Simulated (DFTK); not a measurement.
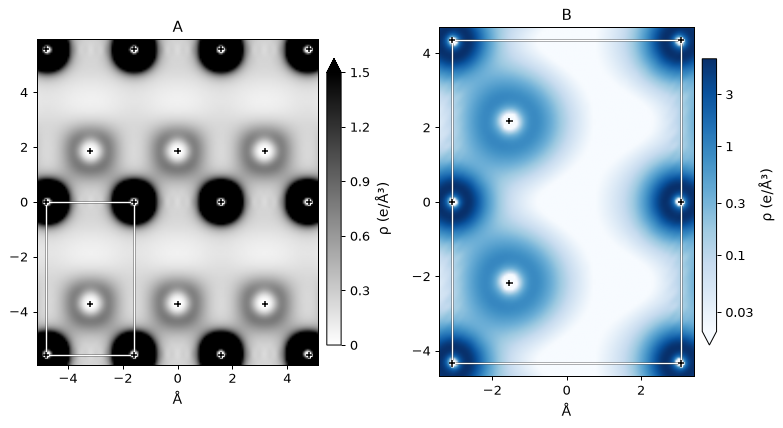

The valence charge density (pseudo) of 2 systems, each on a plane through atoms (crosses mark nuclei in the plane).

These are results of Kohn-Sham DFT of a periodic cell, LDA, cp2k.nc.sr.LDA.v0_1.semicore.gth in DFTK, not measurements.

System 1: MoP, the (110) plane of the conventional cell. Space group P-6m2; computed pressure about −11 GPa in this cell.

```
Mo P
1.0
     3.22300    0.00000    0.00000
    -1.61150    2.79120    0.00000
     0.00000    0.00000    3.19100
Mo P
1 1
Direct
  0.00000 0.00000 0.00000
  0.33333 0.66667 0.50000
```

System 2: CdSe, the (110) plane of the conventional cell. Space group F-43m; a structure from a database of computed crystals, not necessarily the ambient phase; computed pressure about −4 GPa in this cell.

```
Cd Se
1.0
     6.14054    0.00000    0.00000
     0.00000    0.00000   -6.14054
     0.00000    6.14054    0.00000
Cd Se
4 4
Direct
  0.50000 0.50000 0.00000
  0.00000 0.50000 0.50000
  0.00000 0.00000 0.00000
  0.50000 0.00000 0.50000
  0.25000 0.75000 0.25000
  0.75000 0.75000 0.75000
  0.75000 0.25000 0.25000
  0.25000 0.25000 0.75000
```

### Which map belongs to which system?

Panel A is system 1, MoP: the plane holds Mo and P. Mo–P (2.45 Å): the density is about 0.54 e/Å³ at the midpoint. Panel B is system 2, CdSe: the plane holds Cd and Se. Cd–Se (2.66 Å): ρ is about 0.36 e/Å³ halfway.
